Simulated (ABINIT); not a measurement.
**Oneshot calculation of Bi₂Se₃**

The run: oneshot calculation of Bi₂Se₃ (R-3m, 5 atoms in the cell). Method and program: Kohn-Sham DFT of a periodic cell, PBEsol, PseudoDojo NC SR PBEsol v0.4.1 standard (ABINIT 10.8.3).

The structure derives from an entry of the Crystallography Open Database. The run did not end well.

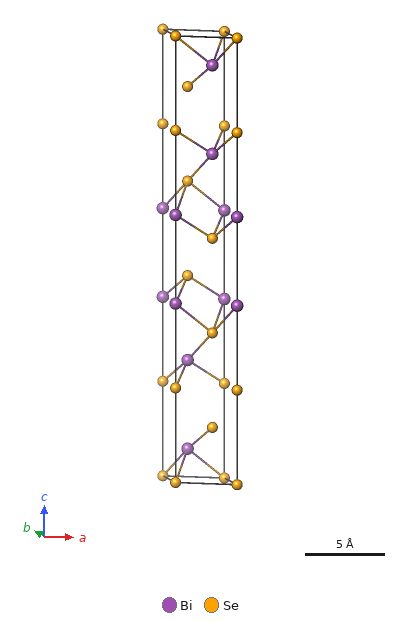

Figure 1. The structure as given in the input (ball-and-stick view of the cell 3 times as large as that of the calculation, set on its symmetry axes, seen slightly off an axis). An atom can appear more than once, as a periodic image. Near neighbours in the periodic cell (some may lie outside the picture): Bi has 6 Se at 2.85 to 3.07 Å; Se has 3 Bi at 2.85 Å; Se has 6 Bi at 3.07 Å.

## What the run reported

- outcome: stopped at the time limit
- space group (tolerance 0.01 Å): R-3m (166)
- hardware: 4 threads of Intel Xeon (Granite Rapids), 128 GiB of memory available, shared host
- wall time: 20 min
- peak memory: 0.28 GiB

The run was cut off by its time limit, so the output is incomplete.

## The input
```
# Datasets
ndtset 3

# Pseudopotentials
pp_dirpath "./"
pseudos "Bi.upf, Se.upf"

# Structure
acell 3*1.0
rprim
     3.9145676672     2.2600766963    18.0380657682
    -3.9145676672     2.2600766963    18.0380657682
     0.0000000000    -4.5201533929    18.0380657682
ntypat 2
znucl 83 34
natom 5
typat 1 1 2 2 2
xred
   0.5992000000   0.5992000000   0.5992000000
   0.4008000000   0.4008000000   0.4008000000
   0.7883000000   0.7883000000   0.7883000000
   0.2117000000   0.2117000000   0.2117000000
            0.0            0.0            0.0

# Plane-wave basis
ecut 1170.089609 eV

# k points
kptopt 1
ngkpt 5 5 5
nshiftk 1
shiftk 0.0 0.0 0.0
istwfk *1

# Exchange and correlation
ixc -116133

# Bands and occupations
occopt 1

# SCF cycle
nstep 80
diemac 6.0

# Output
iomode 3
prteig 0
prtebands 0

# Dataset 1: ground state
nband1 39
tolvrs1 1.0e-12
prtden1 1
prtwf1 0

# Dataset 2: empty bands at fixed density
iscf2 -2
getden2 1
nband2 51
nbdbuf2 4
tolwfr2 1.0e-12
nstep2 120
prtden2 0

# Dataset 3: self-energy
optdriver3 4
getwfk3 2
nband3 47
ecutsigx3 43.0
ecutwfn3 43.0
symsigma3 1
gwcalctyp3 15
ixc_sigma3 41
getden3 1
fftgw3 01
gw_qprange3 -43
```

Launch command:
```bash
mpirun --bind-to none -np 4 abinit run.abi > log 2>&1
```

## What the program printed
```
.Version 10.8.3 of ABINIT
 DATASET    1 : space group R-3 m (#166); Bravais hR (rhombohedral)
================================================================================
 Values of the parameters that define the memory need for DATASET  1.
     intxc =       0    ionmov =       0      iscf =       7    lmnmax =       6
     lnmax =       6     mgfft =     120  mpssoang =       3    mqgrid =    3001
     natom =       5  nloc_mem =       1    nspden =       1   nspinor =       1
    nsppol =       1      nsym =      12    n1xccc =    2501    ntypat =       2
    occopt =       1   xclevel =       2
       mpw =       12927          nfft =     1728000          nkpt =          19
================================================================================
================================================================================

 DATASET    2 : space group R-3 m (#166); Bravais hR (rhombohedral)
================================================================================
 Values of the parameters that define the memory need for DATASET  2.
     intxc =       0    ionmov =       0      iscf =      -2    lmnmax =       6
     lnmax =       6     mgfft =     120  mpssoang =       3    mqgrid =    3001
     natom =       5  nloc_mem =       1    nspden =       1   nspinor =       1
    nsppol =       1      nsym =      12    n1xccc =    2501    ntypat =       2
    occopt =       1   xclevel =       2
       mpw =       12927          nfft =     1728000          nkpt =          19
================================================================================
================================================================================

 DATASET    3 : space group R-3 m (#166); Bravais hR (rhombohedral)
================================================================================
 Values of the parameters that define the memory need for DATASET  3.
     intxc =       0    ionmov =       0      iscf =       7    lmnmax =       6
     lnmax =       6     mgfft =     120  mpssoang =       3    mqgrid =    3001
     natom =       5  nloc_mem =       1    nspden =       1   nspinor =       1
    nsppol =       1      nsym =      12    n1xccc =    2501    ntypat =       2
    occopt =       1   xclevel =       2
       mpw =       12927          nfft =     1728000          nkpt =          19
================================================================================
================================================================================

--------------------------------------------------------------------------------
------------- Echo of variables that govern the present computation ------------
--------------------------------------------------------------------------------
 -outvars: echo values of preprocessed input variables --------
            acell      1.0000000000E+00  1.0000000000E+00  1.0000000000E+00 Bohr
              amu      2.08980370E+02  7.89600000E+01
           diemac      6.00000000E+00
             ecut1     4.30000000E+01 Hartree
             ecut2     4.30000000E+01 Hartree
             ecut3     4.30000000E+01 Hartree
         ecutsigx1     0.00000000E+00 Hartree
         ecutsigx2     0.00000000E+00 Hartree
         ecutsigx3     4.30000000E+01 Hartree
          ecutwfn1     0.00000000E+00 Hartree
          ecutwfn2     0.00000000E+00 Hartree
          ecutwfn3     4.30000000E+01 Hartree
            fftgw1         21
            fftgw2         21
            fftgw3          1
           getden1          0
           getden2          1
           getden3          1
           getwfk1          0
           getwfk2          0
           getwfk3          2
        gwcalctyp1          0
        gwcalctyp2          0
        gwcalctyp3         15
       gw_qprange1          0
       gw_qprange2          0
       gw_qprange3        -43
             iscf1          7
             iscf2         -2
             iscf3          7
              ixc     -116133
        ixc_sigma1          1
        ixc_sigma2          1
        ixc_sigma3         41
           jdtset        1    2    3
                       outvar_i_n : Printing only first  50 k-points.
         kptrlatt        5    0    0      0    5    0      0    0    5
          kptrlen      3.91456767E+01
            natom           5
            nband1         39
            nband2         51
            nband3         47
          nbandhf          39
           nbdbuf1          0
           nbdbuf2          4
           nbdbuf3          0
           ndtset           3
            ngfft         120     120     120
             nkpt          19
           nkpthf         125
          npwsigx1          0
          npwsigx2          0
          npwsigx3      12917
            nstep1         80
            nstep2        120
            nstep3         80
             nsym          12
           ntypat           2
        optdriver1          0
        optdriver2          0
        optdriver3          4
           prtden1          1
           prtden2          0
           prtden3          1
        prtebands           0
           prteig           0
            prtwf1          0
            prtwf2          1
            prtwf3          1
            rprim      3.9145676672E+00  2.2600766963E+00  1.8038065768E+01
                      -3.9145676672E+00  2.2600766963E+00  1.8038065768E+01
                       0.0000000000E+00 -4.5201533929E+00  1.8038065768E+01
          spgroup         166
           tolvrs1     1.00000000E-12
           tolvrs2     0.00000000E+00
           tolvrs3     0.00000000E+00
           tolwfr1     0.00000000E+00
           tolwfr2     1.00000000E-12
           tolwfr3     0.00000000E+00
            typat      1  1  2  2  2
          usefock1          0
          usefock2          0
          usefock3          1
           xangst     -4.2573410340E-17 -9.5124967420E-11  1.7158691188E+01
                       5.5121385099E-17 -6.3628249981E-11  1.1477308792E+01
                      -1.0988185640E-16 -1.2514513823E-10  2.2573758785E+01
                      -9.0303392863E-20 -3.3608050982E-11  6.0622411959E+00
                       0.0000000000E+00  0.0000000000E+00  0.0000000000E+00
            xcart     -8.0452085788E-17 -1.7976013616E-10  3.2425227025E+01
                       1.0416432152E-16 -1.2023996633E-10  2.1688970280E+01
                      -2.0764661481E-16 -2.3649003724E-10  4.2658221735E+01
                      -1.7064868075E-19 -6.3510011982E-11  1.1455975569E+01
                       0.0000000000E+00  0.0000000000E+00  0.0000000000E+00
             xred      5.9920000000E-01  5.9920000000E-01  5.9920000000E-01
                       4.0080000000E-01  4.0080000000E-01  4.0080000000E-01
                       7.8830000000E-01  7.8830000000E-01  7.8830000000E-01
                       2.1170000000E-01  2.1170000000E-01  2.1170000000E-01
                       0.0000000000E+00  0.0000000000E+00  0.0000000000E+00
            znucl       83.00000   34.00000

================================================================================

 chkinp: Checking input parameters for consistency, jdtset=   1.

 chkinp: Checking input parameters for consistency, jdtset=   2.

 chkinp: Checking input parameters for consistency, jdtset=   3.

================================================================================
== DATASET  1 ==================================================================

--- !DatasetInfo
iteration_state: {dtset: 1, }
dimensions: {natom: 5, nkpt: 19, mband: 39, nsppol: 1, nspinor: 1, nspden: 1, mpw: 12927, }
cutoff_energies: {ecut:  43.0, pawecutdg:  -1.0, }
electrons: {nelect:   7.80000000E+01, charge:   0.00000000E+00, occopt:   1.00000000E+00, tsmear:   1.00000000E-02, }
meta: {optdriver: 0, ionmov: 0, optcell: 0, iscf: 7, paral_kgb: 0, }
...

 Real(R)+Recip(G) space primitive vectors, cartesian coordinates (Bohr,Bohr^-1):
 R(1)=  3.9145677  2.2600767 18.0380658  G(1)=  0.1277280  0.0737438  0.0184794
 R(2)= -3.9145677  2.2600767 18.0380658  G(2)= -0.1277280  0.0737438  0.0184794
 R(3)=  0.0000000 -4.5201534 18.0380658  G(3)=  0.0000000 -0.1474876  0.0184794
 Unit cell volume ucvol=  9.5752076E+02 bohr^3
 Angles (23,13,12)=  2.43042731E+01  2.43042731E+01  2.43042731E+01 degrees

 getcut: wavevector=  0.0000  0.0000  0.0000  ngfft= 120 120 120
         ecut(hartree)=     43.000   => boxcut(ratio)=   2.18633

--- Pseudopotential description ------------------------------------------------
- pspini: atom type   1  psp file is ./Bi.upf
  83.00000  15.00000  180301                  znucl, zion, pspdat
12 -116133 2 -1 1472                          pspcod,pspxc,lmax,lloc,mmax
     nproj     2     2     2

- pspini: atom type   2  psp file is ./Se.upf
  34.00000  16.00000  180301                  znucl, zion, pspdat
12 -116133 2 -1 1198                          pspcod,pspxc,lmax,lloc,mmax
     nproj     2     2     2

   1.35203180E+04                                ecore*ucvol(ha*bohr**3)
--------------------------------------------------------------------------------

================================================================================

--- !BeginCycle
iteration_state: {dtset: 1, }
solver: {iscf: 7, nstep: 80, nline: 4, wfoptalg: 0, }
tolerances: {tolvrs: 1.00E-12, }
...

     iter   Etot(hartree)      deltaE(h)  residm     vres2
 ETOT  1  -517.78009255790    -5.178E+02 1.592E+00 6.483E+03
 ETOT  2  -526.68994184334    -8.910E+00 7.424E-02 5.956E+04
 ETOT  3  -527.13598170820    -4.460E-01 5.778E-03 7.541E+03
 ETOT  4  -527.20920375026    -7.322E-02 1.226E-03 4.897E+03
 ETOT  5  -527.24489446838    -3.569E-02 3.995E-04 5.020E+02
 ETOT  6  -527.25247174931    -7.577E-03 4.280E-04 5.327E+01
 ETOT  7  -527.25326173507    -7.900E-04 8.424E-05 1.765E+00
 ETOT  8  -527.25329755082    -3.582E-05 6.107E-05 9.586E-02
 ETOT  9  -527.25330055815    -3.007E-06 1.600E-05 4.624E-02
 ETOT 10  -527.25330167542    -1.117E-06 9.329E-06 1.056E-03
 ETOT 11  -527.25330218387    -5.084E-07 9.796E-06 3.139E-04
 ETOT 12  -527.25330250133    -3.175E-07 5.479E-06 4.133E-05
 ETOT 13  -527.25330272192    -2.206E-07 5.960E-06 2.036E-06
 ETOT 14  -527.25330288432    -1.624E-07 3.312E-06 1.585E-05
 ETOT 15  -527.25330300810    -1.238E-07 3.631E-06 8.025E-06
 ETOT 16  -527.25330310371    -9.561E-08 2.029E-06 4.005E-07
 ETOT 17  -527.25330317824    -7.453E-08 2.204E-06 1.997E-07
 ETOT 18  -527.25330323652    -5.828E-08 1.249E-06 1.842E-08
 ETOT 19  -527.25330328224    -4.572E-08 1.342E-06 3.955E-07
 ETOT 20  -527.25330331817    -3.593E-08 7.707E-07 1.013E-08
 ETOT 21  -527.25330334636    -2.819E-08 8.205E-07 4.816E-07
 ETOT 22  -527.25330336854    -2.218E-08 4.756E-07 2.302E-08
 ETOT 23  -527.25330338606    -1.752E-08 5.035E-07 2.209E-06
 ETOT 24  -527.25330339968    -1.362E-08 2.935E-07 6.594E-07
 ETOT 25  -527.25330341051    -1.084E-08 3.097E-07 2.245E-06
 ETOT 26  -527.25330341896    -8.449E-09 1.812E-07 1.066E-06
 ETOT 27  -527.25330342566    -6.701E-09 1.908E-07 2.270E-06
 ETOT 28  -527.25330343090    -5.234E-09 1.118E-07 1.599E-06
 ETOT 29  -527.25330343506    -4.164E-09 1.176E-07 2.641E-06
 ETOT 30  -527.25330343828    -3.218E-09 6.907E-08 1.529E-06
 ETOT 31  -527.25330344083    -2.548E-09 7.259E-08 3.528E-06
 ETOT 32  -527.25330344285    -2.020E-09 4.265E-08 2.144E-07
 ETOT 33  -527.25330344444    -1.596E-09 4.485E-08 1.611E-07
 ETOT 34  -527.25330344571    -1.272E-09 2.637E-08 3.945E-08
 ETOT 35  -527.25330344669    -9.720E-10 2.772E-08 9.272E-08
 ETOT 36  -527.25330344741    -7.271E-10 1.630E-08 2.358E-08
 ETOT 37  -527.25330344805    -6.366E-10 1.714E-08 2.636E-09
 ETOT 38  -527.25330344850    -4.485E-10 1.009E-08 5.290E-08
 ETOT 39  -527.25330344892    -4.171E-10 1.061E-08 1.050E-08
 ETOT 40  -527.25330344921    -2.914E-10 6.247E-09 3.297E-08
 ETOT 41  -527.25330344949    -2.834E-10 6.569E-09 1.671E-08
 ETOT 42  -527.25330344961    -1.186E-10 3.870E-09 3.863E-08
 ETOT 43  -527.25330344977    -1.651E-10 4.069E-09 8.643E-09
 ETOT 44  -527.25330344985    -7.822E-11 2.398E-09 2.864E-08
 ETOT 45  -527.25330344993    -7.537E-11 2.522E-09 2.402E-08
 ETOT 46  -527.25330345003    -1.074E-10 1.487E-09 3.421E-08
```
